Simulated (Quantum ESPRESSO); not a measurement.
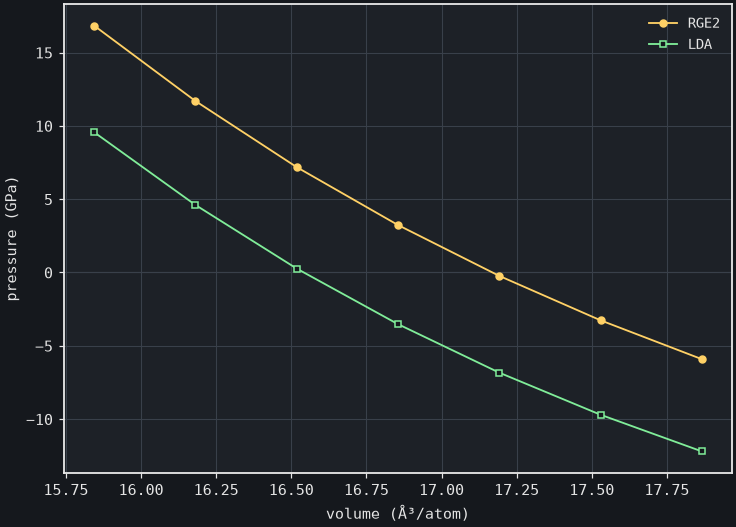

Caption: Pressure against volume, with one curve for each functional, for Au (space group Fm-3m).

Settings that differ: RGE2: density cutoff 4140 eV, wave cutoff 1030 eV, potentials PseudoDojo-0.4.1-SR-PBE-standard; LDA: density cutoff 4900 eV, wave cutoff 612 eV, potentials GBRV-1.5-LDA.

The fitted equilibrium volumes, smallest first, are LDA 16.552, RGE2 17.171 Å³/atom. The fitted bulk moduli, smallest first, are RGE2 166.5, LDA 196.2 GPa. For RGE2, the pressure falls from 16.84 GPa at volume 15.84 Å³/atom to −5.91 GPa at 17.87 Å³/atom, and changes sign near 17.17 Å³/atom. For LDA, the pressure falls from 9.57 GPa at volume 15.84 Å³/atom to −12.20 GPa at 17.87 Å³/atom, and changes sign near 16.54 Å³/atom.

Method: plane-wave DFT, no spin polarisation; energies at scaled volumes of the given cell, shape and fractions fixed, counted from the fit's minimum, third-order Birch-Murnaghan fit (Quantum ESPRESSO 7.5). All runs: no spin polarisation.

- k mesh: 11×11×11
- occupations: Fermi–Dirac
- smearing width: 0.05 eV

Note: potentials made for another functional (RGE2); spin-orbit coupling left out, heavy elements.
